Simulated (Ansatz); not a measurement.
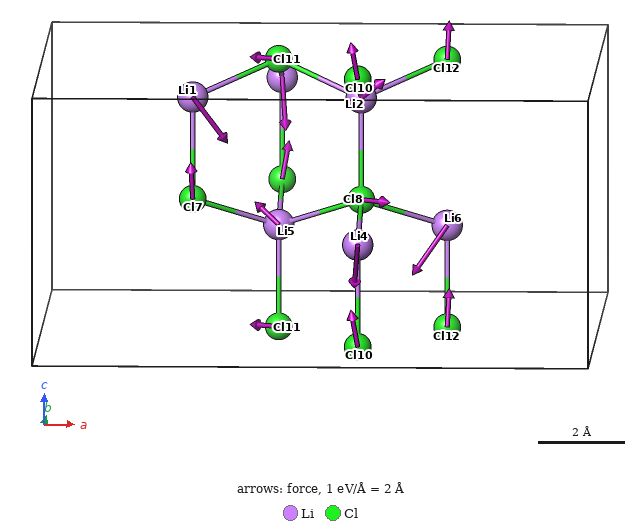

Starting geometry of a wire of composition LiCl with the computed forces as purple arrows. A ball-and-stick model of the cell of the calculation, with the vacuum cut short, seen from a free direction.

Case: wire along [0 0 1], 12 atoms a period.

Level of theory: DFT PBE, scalar-relativistic, plane waves, PAW (Ansatz 0.2.0).

Input
```yaml
crystal:
  lattice:
    - [14.9, 0.0, 0.0]
    - [0.0, 15.0, 0.0]
    - [0.0, 0.0, 6.2893397723]
  atoms:
    - { symbol: Li, position: [0.3024119619, 0.4622276699, 0.877790897], spin: 0.3 }
    - { symbol: Li, position: [0.5658626794, 0.4622276699, 0.877790897], spin: 0.3 }
    - { symbol: Li, position: [0.4341373206, 0.6888616505, 0.877790897], spin: 0.3 }
    - { symbol: Li, position: [0.5658626794, 0.3111383495, 0.377790897], spin: 0.3 }
    - { symbol: Li, position: [0.4341373206, 0.5377723301, 0.377790897], spin: 0.3 }
    - { symbol: Li, position: [0.6975880381, 0.5377723301, 0.377790897], spin: 0.3 }
    - { symbol: Cl, position: [0.3024119619, 0.4622276699, 0.497210103], spin: 0.3 }
    - { symbol: Cl, position: [0.5658626794, 0.4622276699, 0.497210103], spin: 0.3 }
    - { symbol: Cl, position: [0.4341373206, 0.6888616505, 0.497210103], spin: 0.3 }
    - { symbol: Cl, position: [0.5658626794, 0.3111383495, 0.997210103], spin: 0.3 }
    - { symbol: Cl, position: [0.4341373206, 0.5377723301, 0.997210103], spin: 0.3 }
    - { symbol: Cl, position: [0.6975880381, 0.5377723301, 0.997210103], spin: 0.3 }
basis:
  ecutwfc: 420
kpoints:
  mp_grid: { grid: [1, 1, 5] }
hamiltonian:
  xc: pbe
scf:
  occupations: { method: gaussian, width: 0.05 }
output:
  forces: true
  stress: true
  eigenvalues: true
  populations: true
  write_density: true
  write_potential: true
  elf: true
  volumetric_format: npy
magnetization:
  spin_polarized: true
relax:
  adjacent_minimum: "off"
  f_tol: 0.02
  max_steps: 45
  cell: { fix: [a, b, alpha, beta, gamma], stress_tol: 0.03 }
```

Run as
```bash
ansatz run input.yaml --threads 4 --pin off --max-ram 9216MiB --backend cpu --events-out ev --progress --plain --runs-dir out
```

Question: What follows when this structure is relaxed?

Answer: It isn't relaxed: the largest force vector, on Li atoms, is 0.72 eV/Å. The final displacements have little in common with the starting forces (cosine between the two patterns 0.05). The energy falls by 2.787 eV per cell of the calculation in 15 accepted moves (17 points after the start). Largest force component: 0.57 eV/Å at the start, 0.015 eV/Å at the end. The line search rejected the trial step at point 13 of the run. The SCF was repeated once at an unchanged geometry on a basis and grid sized afresh for the cell, which shifted the energy by 0.7 meV per cell of the calculation at most. The largest moves relative to the layer's centre, 1.37 Å, are those of Li1, Li3, Li4 and Li6. By element the largest moves are Li 1.37 Å, Cl 1.13 Å. Along the periodic axis the drawn cell goes c 6.289 → 4.747 Å (−24.5 %). Among the contacts that change: Li1–Cl10 4.594 → 2.387 Å, Li2–Cl8 3.896 → 2.381 Å, Li1–Cl7 3.896 → 2.413 Å, Li2–Cl10 2.388 → 2.606 Å. New bonds form: Li1–Cl10 (4.59 → 2.39 Å), Li1–Cl7 (3.90 → 2.41 Å), Li2–Cl8 (3.90 → 2.38 Å), Li3–Cl12 (4.59 → 2.39 Å). Bond angles that change, for instance: Cl10–Li2–Cl12 110.6° → 172.3°, Li1–Cl11–Li3 110.6° → 161.7°, Li1–Cl11–Li2 110.6° → 80.8°. The program noted that the starting moments weren't kept. Cost: 3.2 min on 4 threads of Intel(R) Xeon(R) Platinum 8559C (Emerald Rapids), on a shared host, peak memory 2 GiB.
